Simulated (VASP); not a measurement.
# Run report: ZnCu$_{2}$SnS$_{4}$, geometry relaxation (part 4 of 4)

ZnCu$_{2}$SnS$_{4}$ (I-4, 8 atoms in the cell); Kohn-Sham DFT of a periodic cell, PBE with D3(BJ), VASP PAW PBE potentials, recommended, no spin polarisation (VASP 6.6.1); cutoff 600 eV, 10×10×10 k-mesh, Gaussian smearing of 0.03 eV. The structure derives from an entry of the Crystallography Open Database.

Geometry of the input (Å; fractional positions):
```
-2.7171  2.7171  5.4248
2.7171  -2.7171  5.4248
2.7171  2.7171  -5.4248
Zn 0.2500  0.7500  0.5000
Cu 0.0000  0.0000  0.0000
Cu 0.7500  0.2500  0.5000
Sn 0.5000  0.5000  0.0000
S  0.3716  0.8844  0.9996
S  0.1156  0.1152  0.4872
S  0.8848  0.3720  0.0004
S  0.6280  0.6284  0.5128
```

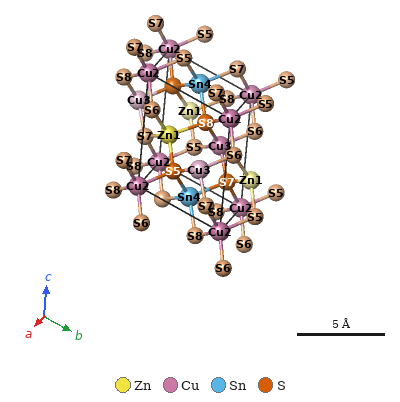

**Figure 1.** The geometry at step 4 of the log (ball-and-stick view of the reduced cell, seen slightly off an axis; neighbours outside the cell are drawn fainter; atoms are numbered from 1 in the order of the input).

Parts of OUTCAR, continued
```
 k-point     1 :       0.0000    0.0000    0.0000
  band No.  band energies     occupation
      1     -17.1948      2.00000
      2     -17.1909      2.00000
      3     -17.1909      2.00000
      4     -17.1147      2.00000
      5     -17.1103      2.00000
      6      -9.5275      2.00000
      7      -7.9915      2.00000
      8      -7.9771      2.00000
      9      -7.9771      2.00000
     10      -2.9976      2.00000
     11      -2.0946      2.00000
     12      -2.0261      2.00000
     13      -2.0159      2.00000
     14      -2.0159      2.00000
     15      -1.9088      2.00000
     16      -0.7112      2.00000
     17      -0.1107      2.00000
     18       0.0698      2.00000
     19       0.5425      2.00000
     20       0.5982      2.00000
     21       0.5982      2.00000
     22       1.2003      2.00000
     23       1.2003      2.00000
     24       1.6821      2.00000
     25       1.6821      2.00000
     26       1.7159      2.00000
     27       2.8331      2.00000
     28       2.9101      2.00000
     29       3.1141      2.00000
     30       3.3783      2.00000
     31       3.3884      2.00000
     32       3.3884      2.00000
     33       3.5706      2.00000
     34       5.0548      2.00000
     35       5.0548      2.00000
     36       5.1174      1.99999
     37       5.3033      0.00001
     38       7.0274      0.00000
     39       7.8592      0.00000
     40       8.7906      0.00000
     41       8.7906      0.00000
     42       9.9414      0.00000
     43      10.2635      0.00000

 k-point     2 :       0.1000    0.0000    0.0000
  band No.  band energies     occupation
      1     -17.1949      2.00000
      2     -17.1910      2.00000
      3     -17.1909      2.00000
      4     -17.1146      2.00000
      5     -17.1103      2.00000
      6      -9.4924      2.00000
      7      -8.0081      2.00000
      8      -8.0023      2.00000
      9      -7.9898      2.00000
     10      -2.9813      2.00000
     11      -2.0830      2.00000
     12      -2.0358      2.00000
     13      -2.0202      2.00000
     14      -2.0144      2.00000
     15      -1.9030      2.00000
     16      -0.7258      2.00000
     17      -0.1607      2.00000
     18       0.0641      2.00000
     19       0.4138      2.00000
     20       0.6789      2.00000
     21       0.7740      2.00000
     22       1.1577      2.00000
     23       1.1996      2.00000
     24       1.6454      2.00000
     25       1.6666      2.00000
     26       1.7621      2.00000
     27       2.8540      2.00000
     28       2.9468      2.00000
     29       3.1251      2.00000
     30       3.2953      2.00000
     31       3.3645      2.00000
     32       3.4762      2.00000
     33       3.6050      2.00000
     34       4.6759      2.00000
     35       4.9673      2.00000
     36       5.0659      2.00000
     37       5.7069      0.00000
     38       7.1784      0.00000
     39       7.9671      0.00000
     40       8.7056      0.00000
     41       8.7326      0.00000
     42       9.9149      0.00000
     43      10.1243      0.00000

 k-point     3 :       0.2000    0.0000    0.0000
  band No.  band energies     occupation
      1     -17.1950      2.00000
      2     -17.1911      2.00000
      3     -17.1909      2.00000
      4     -17.1145      2.00000
      5     -17.1102      2.00000
      6      -9.3899      2.00000
      7      -8.0979      2.00000
      8      -8.0437      2.00000
      9      -8.0131      2.00000
     10      -2.9382      2.00000
     11      -2.0629      2.00000
     12      -2.0560      2.00000
     13      -2.0266      2.00000
     14      -2.0088      2.00000
     15      -1.8879      2.00000
     16      -0.7488      2.00000
     17      -0.2387      2.00000
     18       0.0548      2.00000
     19       0.3993      2.00000
     20       0.7601      2.00000
     21       0.8605      2.00000
     22       1.0963      2.00000
     23       1.1988      2.00000
     24       1.5942      2.00000
     25       1.6530      2.00000
     26       1.8513      2.00000
     27       2.9340      2.00000
     28       3.0188      2.00000
     29       3.1416      2.00000
     30       3.2516      2.00000
     31       3.3331      2.00000
     32       3.5429      2.00000
     33       3.6760      2.00000
     34       4.3056      2.00000
     35       4.7331      2.00000
     36       4.9587      2.00000
     37       6.1348      0.00000
     38       7.5998      0.00000
     39       8.1324      0.00000
     40       8.5023      0.00000
     41       8.6499      0.00000
     42       9.8487      0.00000
     43      10.2454      0.00000

 k-point     4 :       0.3000   -0.0000    0.0000
  band No.  band energies     occupation
      1     -17.1952      2.00000
      2     -17.1913      2.00000
      3     -17.1909      2.00000
      4     -17.1143      2.00000
      5     -17.1101      2.00000
      6      -9.2298      2.00000
      7      -8.2541      2.00000
      8      -8.0888      2.00000
      9      -8.0386      2.00000
     10      -2.8840      2.00000
     11      -2.0878      2.00000
     12      -2.0522      2.00000
     13      -2.0177      2.00000
     14      -1.9952      2.00000
     15      -1.8687      2.00000
     16      -0.7395      2.00000
     17      -0.2790      2.00000
     18       0.0318      2.00000
     19       0.4793      2.00000
     20       0.6709      2.00000
     21       0.8650      2.00000
     22       1.0343      2.00000
     23       1.2293      2.00000
     24       1.5788      2.00000
     25       1.6561      2.00000
     26       1.9256      2.00000
     27       3.0189      2.00000
     28       3.0863      2.00000
     29       3.1594      2.00000
     30       3.2350      2.00000
     31       3.3613      2.00000
     32       3.6010      2.00000
     33       3.7376      2.00000
     34       4.1131      2.00000
     35       4.4290      2.00000
     36       4.8092      2.00000
     37       6.4366      0.00000
     38       8.0596      0.00000
     39       8.2183      0.00000
     40       8.3763      0.00000
     41       8.8914      0.00000
     42       9.8703      0.00000
     43      10.2838      0.00000

 k-point     5 :       0.4000   -0.0000    0.0000
  band No.  band energies     occupation
      1     -17.1953      2.00000
      2     -17.1914      2.00000
      3     -17.1909      2.00000
      4     -17.1142      2.00000
      5     -17.1100      2.00000
      6      -9.0352      2.00000
      7      -8.4511      2.00000
      8      -8.1220      2.00000
      9      -8.0587      2.00000
     10      -2.8396      2.00000
     11      -2.1026      2.00000
     12      -2.0620      2.00000
     13      -2.0037      2.00000
     14      -1.9810      2.00000
     15      -1.8516      2.00000
     16      -0.6925      2.00000
     17      -0.2943      2.00000
     18       0.0262      2.00000
     19       0.4183      2.00000
     20       0.6607      2.00000
     21       0.7667      2.00000
     22       1.0908      2.00000
     23       1.2762      2.00000
     24       1.5430      2.00000
     25       1.6710      2.00000
     26       1.9421      2.00000
     27       3.0546      2.00000
     28       3.0888      2.00000
     29       3.1938      2.00000
     30       3.2609      2.00000
     31       3.4067      2.00000
     32       3.6825      2.00000
     33       3.8227      2.00000
     34       4.0012      2.00000
     35       4.1594      2.00000
     36       4.6545      2.00000
     37       6.6178      0.00000
     38       8.1760      0.00000
     39       8.2889      0.00000
     40       8.8742      0.00000
     41       9.2016      0.00000
     42       9.8276      0.00000
     43      10.2589      0.00000

 [... the levels of 18 k-points are left out ...]

 k-point    24 :       0.3000    0.2000    0.0000
  band No.  band energies     occupation
      1     -17.1954      2.00000
      2     -17.1912      2.00000
      3     -17.1911      2.00000
      4     -17.1141      2.00000
      5     -17.1100      2.00000
      6      -9.0531      2.00000
      7      -8.3120      2.00000
      8      -8.1759      2.00000
      9      -8.1115      2.00000
     10      -2.9367      2.00000
     11      -2.1115      2.00000
     12      -2.0833      2.00000
     13      -1.9843      2.00000
     14      -1.9613      2.00000
     15      -1.8438      2.00000
     16      -0.8835      2.00000
     17      -0.5231      2.00000
     18       0.1581      2.00000
     19       0.5221      2.00000
     20       0.7495      2.00000
     21       0.8431      2.00000
     22       1.1913      2.00000
     23       1.3270      2.00000
     24       1.5742      2.00000
     25       1.8012      2.00000
     26       1.8855      2.00000
     27       3.0032      2.00000
     28       3.0937      2.00000
     29       3.2074      2.00000
     30       3.2699      2.00000
     31       3.5072      2.00000
     32       3.6029      2.00000
     33       3.7924      2.00000
     34       4.0125      2.00000
     35       4.5780      2.00000
     36       4.7322      2.00000
     37       6.1915      0.00000
     38       7.8319      0.00000
     39       8.1109      0.00000
     40       8.3167      0.00000
     41       9.0255      0.00000
     42       9.9438      0.00000
     43      10.5619      0.00000

 [... further k-points ...]

------------------------ aborting loop because EDIFF is reached ----------------------------------------

 Edisp (eV)   -2.75253

 E8    (eV) :    -1.1198

  FORCE on cell =-STRESS in cart. coord.  units (eV):
  Direction    XX          YY          ZZ          XY          YZ          ZX
  --------------------------------------------------------------------------------------
  -------------------------------------------------------------------------------------
  Total      -0.01678    -0.01678     0.06134     0.00000     0.00000     0.00000
  in kB      -0.17107    -0.17107     0.62521     0.00000     0.00000     0.00000
  external pressure =        0.09 kB  Pullay stress =        0.00 kB

 VOLUME and BASIS-vectors are now :
 -----------------------------------------------------------------------------
  energy-cutoff  :      600.00
  volume of cell :      157.20
      direct lattice vectors                 reciprocal lattice vectors
    -2.700153702  2.700153715  5.390238415     0.000000000  0.185174643  0.092760275
     2.700153702 -2.700153715  5.390238415     0.185174643 -0.000000000  0.092760275
     2.700153715  2.700153702 -5.390238415     0.185174644  0.185174643  0.000000000

 POSITION                                       TOTAL-FORCE (eV/Angst)
 -----------------------------------------------------------------------------------
      2.70015     -0.00000      2.69512         0.000000      0.000000     -0.000000
      2.70015     -2.70015      5.39024         0.000000      0.000000     -0.000000
      0.00000      2.70015      2.69512         0.000000      0.000000     -0.000000
      0.00000      0.00000      5.39024         0.000000      0.000000     -0.000000
      1.44079     -1.39795      6.78742        -0.005722      0.001551     -0.000298
      1.30220      1.25936     -1.39718         0.001551      0.005722      0.000298
      1.25936      4.09810      1.39718         0.005722     -0.001551     -0.000298
      1.39795      1.44079      3.99306        -0.001551     -0.005722      0.000298
 -----------------------------------------------------------------------------------
    total drift:                               -0.000001     -0.000001      0.000003

  FREE ENERGIE OF THE ION-ELECTRON SYSTEM (eV)
  ---------------------------------------------------
  free  energy   TOTEN  =       -35.2921938022 eV

  energy  without entropy=      -35.2921937999  energy(sigma->0) =      -35.29219380

 reached required accuracy - stopping structural energy minimisation
```

CONTCAR
```
ZnCu2SnS4
   1.00000000000000
    -2.7001537016064003    2.7001537148402499    5.3902384146697715
     2.7001537016064003   -2.7001537148402499    5.3902384146697715
     2.7001537148402499    2.7001537016064003   -5.3902384146697715
  Zn              Cu              Sn              S
     1     2     1     4
Direct
     0.2500000000000000    0.7500000000000000    0.5000000000000000
     0.0000000000000000    1.0000000000000000    0.0000000000000000
     0.7500000000000000    0.2500000000000000    0.5000000000000000
     0.5000000000000000    0.5000000000000000    0.0000000000000000
     0.3707377648888884    0.8964007335860670    0.0079334704397919
     0.1035992664139330    0.1115327368537249    0.4743370313028286
     0.8884672631462751    0.3628042944491037    0.9920665295602081
     0.6371957055508963    0.6292622351111116    0.5256629686971713

  0.00000000E+00  0.00000000E+00  0.00000000E+00
  0.00000000E+00  0.00000000E+00  0.00000000E+00
  0.00000000E+00  0.00000000E+00  0.00000000E+00
  0.00000000E+00  0.00000000E+00  0.00000000E+00
  0.00000000E+00  0.00000000E+00  0.00000000E+00
  0.00000000E+00  0.00000000E+00  0.00000000E+00
  0.00000000E+00  0.00000000E+00  0.00000000E+00
  0.00000000E+00  0.00000000E+00  0.00000000E+00
```

Trajectory as extended XYZ (Å, eV, eV/Å), 9 frames, from step=0 to step=8
```
8
Lattice="-2.7171 2.7171 5.4248 2.7171 -2.7171 5.4248 2.7171 2.7171 -5.4248" Properties=species:S:1:pos:R:3:forces:R:3 step=0 energy=-35.21400
Zn    2.7171    0.0000    2.7124    0.0000   0.0000   0.0000
Cu    0.0000    0.0000    0.0000    0.0000   0.0000   0.0000
Cu    0.0000    2.7171    2.7124    0.0000   0.0000   0.0000
Sn    0.0000    0.0000    5.4248    0.0000   0.0000   0.0000
S     4.1093    1.3227    1.3910    0.5327  -0.1424   0.1861
S     1.3227    1.3249   -1.3910   -0.1424  -0.5327  -0.1861
S    -1.3922    1.3944    6.8158   -0.5327   0.1424   0.1861
S     1.3944    1.3922    4.0338    0.1424   0.5327  -0.1861
8
Lattice="-2.7045 2.7045 5.3961 2.7045 -2.7045 5.3961 2.7045 2.7045 -5.3961" Properties=species:S:1:pos:R:3:forces:R:3 step=1 energy=-35.27124
Zn    2.7045    0.0000    2.6981    0.0000   0.0000   0.0000
Cu    2.7045    2.7045    5.3961    0.0000   0.0000   0.0000
Cu    0.0000    2.7045    2.6981    0.0000   0.0000   0.0000
Sn    2.7045    2.7045    0.0000    0.0000   0.0000   0.0000
S     1.4114   -1.3948    6.7887    0.3074  -0.0638   0.0800
S     1.3097    1.2931   -1.3926   -0.0638  -0.3074  -0.0800
S     1.2931    4.0993    1.3926   -0.3074   0.0638   0.0800
S     1.3948    1.4114    4.0035    0.0638   0.3074  -0.0800
8
Lattice="-2.6928 2.6928 5.3693 2.6928 -2.6928 5.3693 2.6928 2.6928 -5.3693" Properties=species:S:1:pos:R:3:forces:R:3 step=2 energy=-35.28735
Zn    2.6928    0.0000    2.6847    0.0000   0.0000   0.0000
Cu    0.0000    0.0000    0.0000    0.0000   0.0000   0.0000
Cu    0.0000    2.6928    2.6847    0.0000   0.0000   0.0000
Sn    0.0000    0.0000    5.3693    0.0000   0.0000   0.0000
S     1.4292   -1.3951    6.7634    0.0843   0.0015  -0.0161
S     1.2976    1.2636   -1.3940    0.0015  -0.0843   0.0161
S     1.2636    4.0879    1.3940   -0.0843  -0.0015  -0.0161
S     1.3951    1.4292    3.9753   -0.0015   0.0843   0.0161
8
Lattice="-2.6936 2.6936 5.3712 2.6936 -2.6936 5.3712 2.6936 2.6936 -5.3712" Properties=species:S:1:pos:R:3:forces:R:3 step=3 energy=-35.28745
Zn    2.6936    0.0000    2.6856    0.0000   0.0000   0.0000
Cu    0.0000    0.0000    0.0000    0.0000   0.0000   0.0000
Cu    0.0000    2.6936    2.6856    0.0000   0.0000   0.0000
Sn    0.0000    0.0000    5.3712    0.0000   0.0000   0.0000
S     1.4280   -1.3951    6.7651    0.1002  -0.0027  -0.0095
S     1.2985    1.2656   -1.3939   -0.0027  -0.1002   0.0095
S     1.2656    4.0887    1.3939   -0.1002   0.0027  -0.0095
S     1.3951    1.4280    3.9772    0.0027   0.1002   0.0095
8
Lattice="-2.7046 2.7046 5.3946 2.7046 -2.7046 5.3946 2.7046 2.7046 -5.3946" Properties=species:S:1:pos:R:3:forces:R:3 step=4 energy=-35.29109
Zn    2.7046    0.0000    2.6973    0.0000   0.0000   0.0000
Cu    2.7046   -2.7046    5.3946    0.0000   0.0000   0.0000
Cu    0.0000    2.7046    2.6973    0.0000   0.0000   0.0000
Sn    0.0000    0.0000    5.3946    0.0000   0.0000   0.0000
S     1.4440   -1.4022    6.7956   -0.0195   0.0271  -0.0368
S     1.3024    1.2606   -1.4011    0.0271   0.0195   0.0368
S     1.2606    4.1068    1.4011    0.0195  -0.0271  -0.0368
S     1.4022    1.4440    3.9935   -0.0271  -0.0195   0.0368
8
Lattice="-2.7013 2.7013 5.3875 2.7013 -2.7013 5.3875 2.7013 2.7013 -5.3875" Properties=species:S:1:pos:R:3:forces:R:3 step=5 energy=-35.29189
Zn    2.7013    0.0000    2.6938    0.0000   0.0000   0.0000
Cu    0.0000    0.0000    0.0000    0.0000   0.0000   0.0000
Cu    0.0000    2.7013    2.6938    0.0000   0.0000   0.0000
Sn    0.0000    0.0000    5.3875    0.0000   0.0000   0.0000
S     1.4391   -1.4000    6.7864    0.0155   0.0183  -0.0290
S     1.3012    1.2621   -1.3989    0.0183  -0.0155   0.0290
S     1.2621    4.1013    1.3989   -0.0155  -0.0183  -0.0290
S     1.4000    1.4391    3.9886   -0.0183   0.0155   0.0290
8
Lattice="-2.7014 2.7014 5.3878 2.7014 -2.7014 5.3878 2.7014 2.7014 -5.3878" Properties=species:S:1:pos:R:3:forces:R:3 step=6 energy=-35.29189
Zn    2.7014    0.0000    2.6939    0.0000   0.0000   0.0000
Cu    2.7014   -2.7014    5.3878    0.0000   0.0000   0.0000
Cu    0.0000    2.7014    2.6939    0.0000   0.0000   0.0000
Sn    0.0000    0.0000    5.3878    0.0000   0.0000   0.0000
S     1.4394   -1.4001    6.7868    0.0138   0.0190  -0.0292
S     1.3013    1.2620   -1.3990    0.0190  -0.0138   0.0292
S     1.2620    4.1015    1.3990   -0.0138  -0.0190  -0.0292
S     1.4001    1.4394    3.9888   -0.0190   0.0138   0.0292
8
Lattice="-2.7006 2.7006 5.3893 2.7006 -2.7006 5.3893 2.7006 2.7006 -5.3893" Properties=species:S:1:pos:R:3:forces:R:3 step=7 energy=-35.29214
Zn    2.7006    0.0000    2.6947    0.0000   0.0000   0.0000
Cu    0.0000    0.0000    0.0000    0.0000   0.0000   0.0000
Cu    0.0000    2.7006    2.6947    0.0000   0.0000   0.0000
Sn    0.0000    0.0000    5.3893    0.0000   0.0000   0.0000
S     1.4402   -1.3988    6.7872    0.0014   0.0076  -0.0112
S     1.3018    1.2604   -1.3979    0.0076  -0.0014   0.0112
S     1.2604    4.0994    1.3979   -0.0014  -0.0076  -0.0112
S     1.3988    1.4402    3.9914   -0.0076   0.0014   0.0112
8
Lattice="-2.7002 2.7002 5.3902 2.7002 -2.7002 5.3902 2.7002 2.7002 -5.3902" Properties=species:S:1:pos:R:3:forces:R:3 step=8 energy=-35.29219
Zn    2.7002    0.0000    2.6951    0.0000   0.0000   0.0000
Cu    2.7002   -2.7002    5.3902    0.0000   0.0000   0.0000
Cu    0.0000    2.7002    2.6951    0.0000   0.0000   0.0000
Sn    0.0000    0.0000    5.3902    0.0000   0.0000   0.0000
S     1.4408   -1.3979    6.7874   -0.0057   0.0016  -0.0003
S     1.3022    1.2594   -1.3972    0.0016   0.0057   0.0003
S     1.2594    4.0981    1.3972    0.0057  -0.0016  -0.0003
S     1.3979    1.4408    3.9931   -0.0016  -0.0057   0.0003
```

Results in brief

- outcome: converged
- space group (tolerance 0.01 Å): I-4 (82)
- electrons treated: 72
- free energy: −35.2922 eV
- dispersion energy: −2.7525 eV
- gap on the k-point mesh: 0.19 eV
- pressure: 0.01 GPa
- final volume: 157.20 Å³
- largest force (length of the vector) at the end: 0.006 eV/Å
- final cell: a = 6.606 Å, b = 6.606 Å, c = 6.606 Å, α = 131.75°, β = 131.75°, γ = 70.63°
- wall time: 40 min (CPU time 2.5 h)
- peak memory: 1.3 GiB
